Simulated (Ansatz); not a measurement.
# Nudged elastic band, with input and output: Zn$_{8}$HS$_{8}$ (charge +1) (part 2 of 2)

The same run, continued: Zn$_{8}$HS$_{8}$ (defect cell, 17 atoms in the cell, total charge +1); DFT PBE, scalar-relativistic, plane waves, PAW, no spin polarisation (Ansatz 0.2.0); cutoff 420 eV, 2×2×2 k-mesh, Gaussian smearing of 0.02 eV. The structure derives from a Materials Project entry. It belongs to a series of runs on one base structure; here: climbing-image band for the jump of H by 1.63 A.

Geometry of the input (Å; fractional positions):
```
5.4423  0.0000  5.4423
0.0000  -5.4423  5.4423
5.4423  -5.4423  0.0000
Zn 0.4999  1.0000  -0.0035
Zn 0.4823  0.5056  0.0027
Zn 0.0057  0.9823  0.0026
Zn 0.0057  0.5056  0.0026
Zn 0.4942  0.9941  0.5000
Zn 0.4941  0.5080  0.5000
Zn 0.0080  0.9941  0.5000
Zn 0.0347  0.5344  0.3924
S  0.3760  0.8760  0.3682
S  0.3788  0.3705  0.3765
S  0.8706  0.8786  0.3765
S  0.8706  0.3705  0.3764
S  0.3751  0.8750  0.8722
S  0.3751  0.3740  0.8721
S  0.8740  0.8750  0.8722
S  0.8555  0.3556  0.9296
H  -0.0729  0.4272  0.7147
```

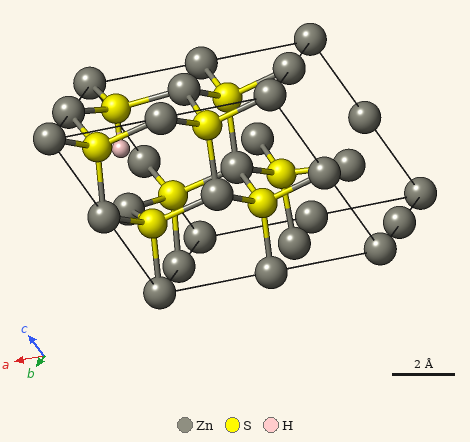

**Figure 1.** The structure as given in the input (ball-and-stick view of the cell of the calculation, seen at an oblique angle). An atom can appear more than once, as a periodic image.

```
SCF converged after 6 iterations
Free energy (F): -33802.723148 eV
Harris-Foulkes:  -33802.723148 eV  (|F-HF|=3.41e-8)
Internal energy: -33802.723148 eV  (E = F + TS)
E sigma→0 (E₀):  -33802.723148 eV
Fermi energy:    6.529884 eV
--- Per-component energies (eV) ---
  E_band       = 12.437715
  E_kinetic    = 1908.627618
  E_local      = -16484.846062  (includes V_loc(G=0)·N_el)
  E_nonlocal   = 5141.972152
  E_hartree    = 6891.368843
  E_xc         = -1873.890941
  E_vxc        = -1114.597943  (∫ρ·V_xc dr)
  E_paw        = -19429.586810  (= ΣΔE_a)
  E_vpaw       = -3221.454398  (= ΣTr[D̂ρ^β])
  E_aug_tail   = -0.004063  (compensation charges beyond the density's cutoff)
  E_ewald      = -9956.363886
  E_smearing   = -0.000000  (= −TS)
  E_closure    = 0.000000  (closes the sum)
  E_deformation_potential = 11.686712  (in the stress; not in F)
  Σ components = -33802.723148   (vs F -33802.723148, Δ=0.00e0)
--- Forces (eV/Å), atoms counted from 1 ---
  atom   1  Zn     0.00216256     0.00488787     0.00473205
  atom   2  Zn     0.00301284     0.00060450     0.00080525
  atom   3  Zn    -0.01568112    -0.00598832     0.00598839
  atom   4  Zn    -0.01575242     0.00581723    -0.00581706
  atom   5  Zn    -0.00154970    -0.00148266     0.00148256
  atom   6  Zn    -0.00176599     0.00146558    -0.00146573
  atom   7  Zn     0.00216262    -0.00473200    -0.00488784
  atom   8  Zn     0.00301302    -0.00080528    -0.00060446
  atom   9  S     -0.00148791    -0.00001728     0.00001753
  atom  10  S      0.00626590     0.00005329    -0.00005326
  atom  11  S      0.00115977    -0.00077466     0.00336039
  atom  12  S      0.00132881     0.00337999    -0.00076168
  atom  13  S      0.00116003    -0.00336043     0.00077467
  atom  14  S      0.00132897     0.00076163    -0.00337995
  atom  15  S      0.00631670    -0.00021404     0.00021375
  atom  16  S      0.02496138     0.00047237    -0.00047236
  atom  17  H     -0.01669203    -0.00006855     0.00006857
  max |Σ_I F_I| component: 5.66e-5 eV/Å
--- Band table (eV; the first three rows and the last of 8) ---
  k-point 0: bands = ["-7.9739", "-7.1639", "-6.6316", "-6.5133", "-6.5099", "-6.3028", "-6.2534", "-6.2066", "-1.4111", "-0.7927", "-0.7604", "-0.7080", "-0.7017", "-0.6967", "-0.6404", "-0.6296", "-0.6104", "-0.6082", "-0.6002", "-0.5764", "-0.5469", "-0.5163", "-0.3993", "-0.3816", "-0.3704", "-0.3681", "-0.3321", "-0.3000", "-0.2962", "-0.2952", "-0.2817", "-0.2462", "-0.2346", "-0.2082", "-0.1570", "-0.1303", "-0.1234", "-0.1165", "-0.0571", "-0.0486", "-0.0206", "0.0002", "0.0007", "0.0330", "0.0567", "0.0622", "0.0809", "0.0896", "0.1637", "0.2373", "0.4723", "0.5711", "0.9334", "1.0717", "1.1565", "2.3067", "3.4180", "3.4552", "3.4643", "3.4721", "3.5034", "4.0698", "4.6109", "4.6301", "4.7067", "4.7103", "4.8070", "4.8252", "4.8382", "5.4840", "5.5701", "5.5786", "7.4812", "8.1912", "8.6955", "8.7520", "8.8660", "8.8669", "8.9719", "9.2990", "9.5968", "9.6243", "9.6326", "11.3716", "11.9323", "11.9655", "12.0290", "12.2461", "12.3154"]
  k-point 1: bands = ["-7.8895", "-7.0479", "-6.7999", "-6.4892", "-6.4023", "-6.3862", "-6.3523", "-6.3323", "-1.3188", "-0.7835", "-0.7488", "-0.7127", "-0.6746", "-0.6438", "-0.6400", "-0.6257", "-0.6109", "-0.5907", "-0.5751", "-0.5727", "-0.5426", "-0.5179", "-0.4904", "-0.4696", "-0.4316", "-0.4211", "-0.3879", "-0.3462", "-0.3338", "-0.3122", "-0.2973", "-0.2747", "-0.2515", "-0.2458", "-0.2355", "-0.1902", "-0.1728", "-0.1590", "-0.1130", "-0.1034", "-0.0596", "-0.0434", "-0.0294", "-0.0089", "0.0251", "0.0436", "0.0455", "0.0655", "0.3649", "1.0329", "1.1423", "1.2065", "1.2777", "1.2827", "2.1073", "2.7476", "2.9510", "3.1986", "3.2655", "3.2692", "3.3138", "3.3397", "3.7049", "3.9434", "3.9505", "4.0545", "4.0839", "4.1379", "4.9058", "5.0193", "5.1681", "5.2020", "8.6506", "8.8888", "9.3633", "9.5918", "9.8636", "9.9523", "9.9582", "10.0426", "10.5336", "10.8737", "11.4137", "11.5621", "11.6429", "11.7110", "12.3280", "12.4587", "12.4949"]
  k-point 2: bands = ["-7.8934", "-6.9954", "-6.8657", "-6.4684", "-6.4032", "-6.3890", "-6.3529", "-6.3314", "-1.3461", "-0.7465", "-0.7392", "-0.6907", "-0.6648", "-0.6604", "-0.6453", "-0.6104", "-0.5923", "-0.5898", "-0.5816", "-0.5643", "-0.5626", "-0.5036", "-0.4992", "-0.4965", "-0.4285", "-0.3757", "-0.3630", "-0.3601", "-0.3367", "-0.3259", "-0.3140", "-0.2823", "-0.2809", "-0.2695", "-0.2604", "-0.1774", "-0.1458", "-0.1422", "-0.1324", "-0.1124", "-0.0476", "-0.0314", "-0.0211", "-0.0090", "0.0226", "0.0275", "0.0460", "0.0638", "0.2826", "1.0337", "1.1439", "1.2810", "1.2958", "1.3413", "2.1357", "2.7355", "2.9353", "3.1593", "3.2175", "3.2795", "3.3095", "3.3225", "3.5350", "4.0120", "4.0247", "4.0593", "4.0994", "4.1548", "4.8151", "5.0451", "5.1998", "5.2230", "8.7797", "8.9933", "9.1660", "9.3912", "9.7905", "9.8960", "9.9888", "10.0590", "10.8598", "11.1497", "11.4616", "11.5099", "11.6825", "11.7072", "12.3141", "12.3374", "12.4071"]
  k-point 7: bands = ["-7.8934", "-6.9956", "-6.8656", "-6.4683", "-6.4032", "-6.3890", "-6.3529", "-6.3315", "-1.3461", "-0.7465", "-0.7391", "-0.6908", "-0.6648", "-0.6604", "-0.6453", "-0.6103", "-0.5924", "-0.5898", "-0.5817", "-0.5643", "-0.5626", "-0.5035", "-0.4991", "-0.4965", "-0.4286", "-0.3757", "-0.3630", "-0.3603", "-0.3367", "-0.3259", "-0.3141", "-0.2822", "-0.2809", "-0.2694", "-0.2604", "-0.1774", "-0.1459", "-0.1422", "-0.1325", "-0.1123", "-0.0477", "-0.0313", "-0.0211", "-0.0090", "0.0226", "0.0275", "0.0460", "0.0639", "0.2826", "1.0338", "1.1438", "1.2810", "1.2957", "1.3413", "2.1353", "2.7354", "2.9353", "3.1594", "3.2175", "3.2795", "3.3095", "3.3225", "3.5354", "4.0121", "4.0245", "4.0594", "4.0993", "4.1547", "4.8152", "5.0452", "5.1997", "5.2229", "8.7805", "8.9932", "9.1661", "9.3911", "9.7907", "9.8959", "9.9886", "10.0589", "10.8592", "11.1497", "11.4615", "11.5097", "11.6825", "11.7073", "12.3139", "12.3378", "12.4072"]
this run last wrote the band of iteration 8 to [file]
--- NEB band (7 images, 8 band iterations, 340 SCF iterations) ---
  forward barrier  = 0.257042 eV
  backward barrier = 0.257042 eV
  lagrangian_above_aufbau_ev (what the smearing adds, to first order; not taken off the barriers): saddle image +0.000000 eV, end points +0.000000 and +0.000000 eV
  climbing image's point = of an order that was not read
  energies are F+E_penalty+E_count in eV, relative to image 0
  image     s (Å)  Δ vs image 0  max|band force component| (eV/Å)
      0    0.0000      0.000000                                 —
      1    0.4396      0.018532                          8.117e-3
      2    0.8794      0.122279                          3.398e-2
  *   3    1.3192      0.257042                          2.496e-2
      4    1.7590      0.122279                          3.398e-2
      5    2.1988      0.018532                          8.118e-3
      6    2.6384     -0.000000                                 —
  climbing-image geometry (image 3):
  cell:  # Å, volume = 322.3885 Å³
    - [5.4423087469, 0.0, 5.4423087469]
    - [0.0, -5.4423087469, 5.4423087469]
    - [5.4423087469, -5.4423087469, 0.0]
  atoms:
    - { symbol: Zn, position: [0.49288125571235153, 0.9983346336256972, 0.006645616399991616] }
    - { symbol: Zn, position: [0.4591251700567571, 0.5020330316625942, 0.033002921174511146] }
    - { symbol: Zn, position: [0.0009971278782714976, 0.9765567108510469, 0.0009971323304164836] }
    - { symbol: Zn, position: [0.0010032142057455062, 0.5176485438269247, 0.0010032206195619842] }
    - { symbol: Zn, position: [0.5057152857847214, 0.9826134395314283, 0.5057152810458677] }
    - { symbol: Zn, position: [0.505714555344432, 0.5021512025105692, 0.5057145497140436] }
    - { symbol: Zn, position: [0.006645614987116022, 0.9983346357579587, 0.49288125611279165] }
    - { symbol: Zn, position: [0.03300292464778859, 0.5020330305948466, 0.45912516936732184] }
    - { symbol: S, position: [0.37686602136618585, 0.8712316278536987, 0.37686602488389886] }
    - { symbol: S, position: [0.3909097945488458, 0.35718770274294187, 0.3909097915758238] }
    - { symbol: S, position: [0.8804372996452909, 0.8690223157194659, 0.3734187858893532] }
    - { symbol: S, position: [0.8804343152779002, 0.3733172232211257, 0.3734188736357963] }
    - { symbol: S, position: [0.3734187821477628, 0.8690223193734914, 0.8804372950930229] }
    - { symbol: S, position: [0.3734188702120581, 0.373317223804266, 0.8804343124561537] }
    - { symbol: S, position: [0.8663353683915899, 0.8817603896938574, 0.86633536513829] }
    - { symbol: S, position: [0.8848886258971524, 0.36321537624366584, 0.8848886286483881] }
    - { symbol: H, position: [-0.24054922410396878, 0.48860819618642276, 0.7594507779147672] }
```

## The last band as extended XYZ (Å, eV, eV/Å)
```
17
Lattice="5.4423 0.0000 5.4423 0.0000 -5.4423 5.4423 5.4423 -5.4423 0.0000" Properties=species:S:1:pos:R:3:forces:R:3 image=0 energy=-33802.98019
Zn    2.7014   -5.4231    8.1629    0.0003   0.0037   0.0001
Zn    2.6396   -2.7663    5.3764   -0.0014  -0.0012   0.0006
Zn    0.0453   -5.3601    5.3767    0.0009  -0.0021  -0.0006
Zn    0.0451   -2.7659    2.7825   -0.0011  -0.0003   0.0009
Zn    5.4107   -8.1312    8.0994    0.0017  -0.0007   0.0003
Zn    5.4104   -5.4859    5.4541   -0.0001   0.0003   0.0001
Zn    2.7647   -8.1311    5.4538   -0.0001  -0.0009  -0.0020
Zn    2.3247   -5.0442    3.0974   -0.0016  -0.0038   0.0010
S     4.0504   -6.7715    6.8140    0.0020  -0.0022  -0.0022
S     4.1103   -4.0652    4.0779   -0.0045  -0.0009  -0.0032
S     6.7870   -6.8304    9.5195    0.0013   0.0073  -0.0009
S     6.7862   -4.0649    6.7543    0.0035  -0.0013   0.0045
S     6.7881   -9.5088    6.8034   -0.0024   0.0004  -0.0009
S     6.7877   -6.7817    4.0768   -0.0018  -0.0026   0.0002
S     9.5032   -9.5087    9.5187    0.0001   0.0013   0.0017
S     9.7150   -6.9944    6.5908    0.0067   0.0005  -0.0027
H     3.4927   -6.2143    1.9279   -0.0035   0.0026   0.0032
17
Lattice="5.4423 0.0000 5.4423 0.0000 -5.4423 5.4423 5.4423 -5.4423 0.0000" Properties=species:S:1:pos:R:3:forces:R:3 image=1 energy=-33802.96166
Zn    2.7071   -5.4338    8.1513    0.0011   0.0011   0.0011
Zn    2.7053   -2.8398    5.3030   -0.0081   0.0076   0.0076
Zn    0.0124   -5.3350    5.3867    0.0028  -0.0113   0.0038
Zn    0.0123   -2.7560    2.8078    0.0027   0.0038  -0.0113
Zn    5.4665   -8.1189    8.0857   -0.0087  -0.0071  -0.0047
Zn    5.4665   -5.4993    5.4662   -0.0087  -0.0047  -0.0071
Zn    2.7518   -8.1122    5.4728    0.0052  -0.0056  -0.0056
Zn    2.3982   -5.0622    3.0805   -0.0386   0.0134   0.0134
S     4.0798   -6.7708    6.8142   -0.0043  -0.0016  -0.0017
S     4.1952   -4.1077    4.0351   -0.0124  -0.0040  -0.0040
S     6.7874   -6.7986    9.5377   -0.0034  -0.0104  -0.0040
S     6.7874   -4.0474    6.7865   -0.0034  -0.0040  -0.0104
S     6.8200   -9.5104    6.7762   -0.0021  -0.0029  -0.0004
S     6.8200   -6.8088    4.0747   -0.0021  -0.0004  -0.0029
S     9.4706   -9.4988    9.5285    0.0075  -0.0026  -0.0026
S     9.6817   -7.0047    6.5804    0.0158  -0.0194  -0.0194
H     3.2004   -6.3901    1.7525    0.0567   0.0482   0.0482
17
Lattice="5.4423 0.0000 5.4423 0.0000 -5.4423 5.4423 5.4423 -5.4423 0.0000" Properties=species:S:1:pos:R:3:forces:R:3 image=2 energy=-33802.85791
Zn    2.7073   -5.4519    8.1331   -0.0052   0.0062   0.0062
Zn    2.7255   -2.8778    5.2650    0.0315   0.0176   0.0176
Zn    0.0023   -5.3130    5.3637   -0.0126  -0.0123   0.0321
Zn    0.0023   -2.7790    2.8298   -0.0126   0.0321  -0.0122
Zn    5.4999   -8.1045    8.0915   -0.0064  -0.0165  -0.0203
Zn    5.4998   -5.4936    5.4806   -0.0065  -0.0204  -0.0165
Zn    2.7364   -8.1058    5.4793    0.0182  -0.0077  -0.0077
Zn    2.5455   -5.1393    3.0034   -0.1215   0.0658   0.0659
S     4.0979   -6.7769    6.8082   -0.0037   0.0025   0.0025
S     4.2485   -4.1040    4.0388   -0.0015  -0.0403  -0.0403
S     6.8058   -6.7701    9.5379   -0.0153  -0.0200   0.0027
S     6.8058   -4.0472    6.8150   -0.0152   0.0027  -0.0200
S     6.8292   -9.5117    6.7636    0.0088  -0.0028  -0.0142
S     6.8292   -6.8214    4.0733    0.0089  -0.0142  -0.0028
S     9.4408   -9.5014    9.5260    0.0076  -0.0032  -0.0031
S     9.6432   -6.9560    6.6291    0.0444  -0.1663  -0.1665
H     2.9429   -6.5878    1.5546    0.0809   0.1768   0.1769
17
Lattice="5.4423 0.0000 5.4423 0.0000 -5.4423 5.4423 5.4423 -5.4423 0.0000" Properties=species:S:1:pos:R:3:forces:R:3 image=4 energy=-33802.85791
Zn    2.7364   -5.4793    8.1058    0.0182   0.0077   0.0077
Zn    2.5455   -3.0034    5.1393   -0.1215  -0.0659  -0.0658
Zn    0.0023   -5.3637    5.3130   -0.0126  -0.0321   0.0123
Zn    0.0023   -2.8298    2.7790   -0.0126   0.0122  -0.0321
Zn    5.4999   -8.0915    8.1045   -0.0064   0.0203   0.0165
Zn    5.4998   -5.4806    5.4936   -0.0065   0.0165   0.0204
Zn    2.7073   -8.1331    5.4519   -0.0052  -0.0062  -0.0062
Zn    2.7255   -5.2650    2.8778    0.0315  -0.0176  -0.0176
S     4.0979   -6.8082    6.7769   -0.0037  -0.0025  -0.0025
S     4.2485   -4.0388    4.1040   -0.0015   0.0403   0.0403
S     6.8292   -6.7636    9.5117    0.0088   0.0142   0.0028
S     6.8292   -4.0733    6.8214    0.0089   0.0028   0.0142
S     6.8058   -9.5379    6.7701   -0.0153  -0.0027   0.0200
S     6.8058   -6.8150    4.0472   -0.0152   0.0200  -0.0027
S     9.4408   -9.5260    9.5014    0.0076   0.0031   0.0032
S     9.6432   -6.6291    6.9560    0.0444   0.1666   0.1663
H     2.9429   -6.9969    1.1455    0.0809  -0.1769  -0.1768
17
Lattice="5.4423 0.0000 5.4423 0.0000 -5.4423 5.4423 5.4423 -5.4423 0.0000" Properties=species:S:1:pos:R:3:forces:R:3 image=5 energy=-33802.96166
Zn    2.7518   -5.4728    8.1122    0.0052   0.0056   0.0056
Zn    2.3982   -3.0805    5.0622   -0.0386  -0.0134  -0.0134
Zn    0.0124   -5.3867    5.3350    0.0028  -0.0038   0.0113
Zn    0.0123   -2.8078    2.7560    0.0027   0.0113  -0.0038
Zn    5.4665   -8.0857    8.1189   -0.0087   0.0047   0.0071
Zn    5.4665   -5.4662    5.4993   -0.0087   0.0071   0.0047
Zn    2.7071   -8.1513    5.4338    0.0011  -0.0011  -0.0011
Zn    2.7053   -5.3030    2.8398   -0.0081  -0.0076  -0.0076
S     4.0798   -6.8142    6.7708   -0.0043   0.0017   0.0016
S     4.1952   -4.0351    4.1077   -0.0124   0.0040   0.0040
S     6.8200   -6.7762    9.5104   -0.0021   0.0004   0.0029
S     6.8200   -4.0747    6.8088   -0.0021   0.0029   0.0004
S     6.7874   -9.5377    6.7986   -0.0034   0.0040   0.0104
S     6.7874   -6.7865    4.0474   -0.0034   0.0104   0.0040
S     9.4706   -9.5285    9.4988    0.0075   0.0026   0.0026
S     9.6817   -6.5804    7.0047    0.0158   0.0194   0.0194
H     3.2004   -7.1948    0.9477    0.0567  -0.0482  -0.0482
17
Lattice="5.4423 0.0000 5.4423 0.0000 -5.4423 5.4423 5.4423 -5.4423 0.0000" Properties=species:S:1:pos:R:3:forces:R:3 image=6 energy=-33802.98019
Zn    2.7647   -5.4538    8.1311   -0.0001   0.0020   0.0009
Zn    2.3247   -3.0974    5.0442   -0.0016  -0.0010   0.0038
Zn    0.0453   -5.3767    5.3601    0.0009   0.0006   0.0021
Zn    0.0451   -2.7825    2.7659   -0.0011  -0.0009   0.0003
Zn    5.4107   -8.0994    8.1312    0.0017  -0.0003   0.0007
Zn    5.4104   -5.4541    5.4859   -0.0001  -0.0001  -0.0003
Zn    2.7014   -8.1629    5.4231    0.0003  -0.0001  -0.0037
Zn    2.6396   -5.3764    2.7663   -0.0014  -0.0006   0.0012
S     4.0504   -6.8140    6.7715    0.0020   0.0022   0.0022
S     4.1103   -4.0779    4.0652   -0.0045   0.0032   0.0009
S     6.7881   -6.8034    9.5088   -0.0024   0.0009  -0.0004
S     6.7877   -4.0768    6.7817   -0.0018  -0.0002   0.0026
S     6.7870   -9.5195    6.8304    0.0013   0.0009  -0.0073
S     6.7862   -6.7543    4.0649    0.0035  -0.0045   0.0013
S     9.5032   -9.5187    9.5087    0.0001  -0.0017  -0.0013
S     9.7150   -6.5908    6.9944    0.0067   0.0027  -0.0005
H     3.4927   -7.3702    0.7720   -0.0035  -0.0032  -0.0026
```

## Summary

```tsv
quantity	value
outcome	converged
barrier, forward	0.257 eV
barrier, backward	0.257 eV
electrons treated	144
wall time	4.2 min (CPU time 11 min)
peak memory	1.9 GiB
```

## Remarks

The cell is charged and computed with a neutralising background, so its energy and pressure depend on the cell and aren't those of a real crystal. The order of the saddle point was not checked.
